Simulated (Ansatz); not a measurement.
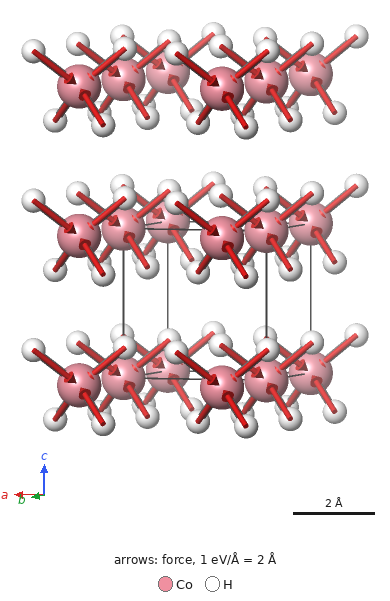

Starting geometry of solid CoH4 (a generated structure, set up in P-43m) (coarse preliminary run) with the computed forces as red arrows. The picture is a ball-and-stick view of the cell of the calculation, repeated 1 × 2 × 2 with one cell outlined, seen from a free direction.

Method: DFT PBE, scalar-relativistic, plane waves, PAW (Ansatz 0.2.0). Settings: plane-wave cutoff 420 eV; k-point mesh 6 × 6 × 6; occupations gaussian; smearing width 0.1 eV; collinear spin; cell and atoms relaxed; force threshold 0.04 eV/Å; at most 70 steps.

Question: What follows when this structure is relaxed?

Answer: It isn't relaxed: the largest force vector, on H atoms, is 0.74 eV/Å. Measured relative to the changing cell, the final displacements run against the starting forces (cosine between the two patterns −1.00). After 6 accepted moves (7 points after the start) the energy has fallen by 223 meV per atom. The largest force component goes from 0.43 to 0.0038 eV/Å. Pressure: −10.72 GPa at the start and −0.23 GPa at the end. The SCF was repeated once at an unchanged geometry on a basis and grid sized afresh for the cell, which shifted the energy by 2.2 meV per atom at most. The largest moves relative to the cell, 0.24 Å, are those of H atoms. Co stays in place. The volume changes by −48.4 %, with a = b = c 3.706 → 2.973 Å (−19.8 %). Some distances before and after: Co–H 1.565 → 1.496 Å. The space group stays P-43m (No. 215). The program noted that the starting moments weren't kept.
